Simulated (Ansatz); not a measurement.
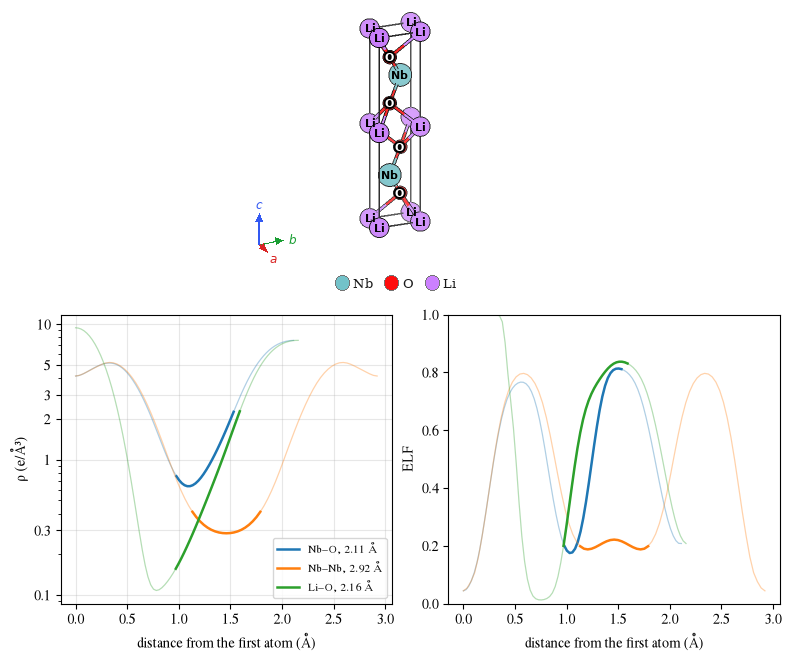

The picture shows: LiNbO2. Valence electron density and ELF along straight lines between neighbouring atoms. Thin, pale parts lie inside the atomic spheres. The structure is drawn too.

Space group P6₃/mmc; not relaxed (largest force 0.9 eV/Å).

These are results of Kohn-Sham DFT of a periodic cell, PBE0, Ansatz PAW (Ansatz 0.2.0), not measurements.

Core electrons are frozen (PAW), and the valence fields are smoothed inside the atomic spheres.

Input

```
crystal:
  lattice:
    - [2.921, 0.0, 0.0]
    - [-1.4605, 2.5296602045, 0.0]
    - [0.0, 0.0, 10.459]
  atoms:
    - { symbol: Nb, position: [0.6666666667, 0.3333333333, 0.25] }
    - { symbol: Nb, position: [0.3333333333, 0.6666666667, 0.75] }
    - { symbol: O, position: [0.6666666667, 0.3333333333, 0.8715] }
    - { symbol: O, position: [0.3333333333, 0.6666666667, 0.3715] }
    - { symbol: O, position: [0.6666666667, 0.3333333333, 0.6285] }
    - { symbol: O, position: [0.3333333333, 0.6666666667, 0.1285] }
    - { symbol: Li, position: [0.0, 0.0, 0.5] }
    - { symbol: Li, position: [0.0, 0.0, 0.0] }
hamiltonian:
  xc: pbe0
  pseudopotentials: { kind: paw }
kpoints:
  mp_grid: { grid: [8, 8, 2] }
  band_path:
    path:
      - [[0.0, 0.0, 0.0], [0.5, 0.0, 0.0], [0.3333333333, 0.3333333333, 0.0], [0.0, 0.0, 0.0], [0.0, 0.0, 0.5], [0.5, 0.0, 0.5], [0.3333333333, 0.3333333333, 0.5], [0.0, 0.0, 0.5]]
      - [[0.5, 0.0, 0.5], [0.5, 0.0, 0.0]]
      - [[0.3333333333, 0.3333333333, 0.0], [0.3333333333, 0.3333333333, 0.5]]
    npoints: 4
scf:
  occupations: { method: fermi_dirac, width: 0.05 }
  n_extra_bands: 20
output:
  forces: true
  stress: true
  eigenvalues: true
  fatbands: false
  write_density: true
  write_potential: true
  elf: true
  volumetric_format: npy
```

Below, planes, directions and counts refer to the conventional cell (a = 2.92 Å, b = 2.92 Å, c = 10.46 Å, α = 90.00°, β = 90.00°, γ = 120.00°).

Compare the contacts.

Answer. Nb–O (2.11 Å): ρ at the midpoint is about 0.65 e/Å³; the ELF peaks at about 0.80 in the valence shell of O, 0.6 Å from its nucleus, and drops to about 0.20 between the two atoms (no localised pair shows between them).
Nb–Nb (2.92 Å): ρ at the midpoint is about 0.29 e/Å³; the ELF is about 0.20 at the midpoint; no shared electron pair shows on this line.
Li–O (2.16 Å): ρ is about 0.23 e/Å³ halfway; the ELF peaks at about 0.85 in the valence shell of O, 0.6 Å from its nucleus, and falls to about 0 next to Li; a closed-shell, largely ionic contact.
